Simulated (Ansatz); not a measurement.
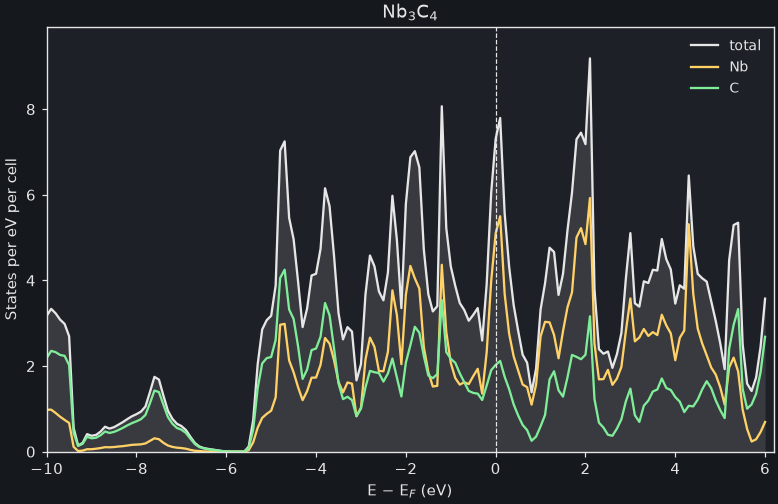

Density of states of Nb3C4, space group Pm-3m, 7 atoms in the cell. Ansatz; DFT PBE, scalar-relativistic, plane waves, PAW, no spin polarisation, 8×8×8 k mesh, 420 eV cutoff, Gaussian smearing of 0.1 eV. Energies are counted from the Fermi level. The partial curves are projected on Löwdin-orthogonalised atomic shells.

It is a metal. The density of states at the Fermi level isn't well fixed here: it changes fast, and within 0.3 eV it runs from 2.6 to 7.8 per eV and cell. By projected weight, the states within 0.3 eV of the Fermi level are Nb (70 %) and C (30 %).

The structure is an invented one, so it need not be a known or stable phase. The starting guess was a poor one.
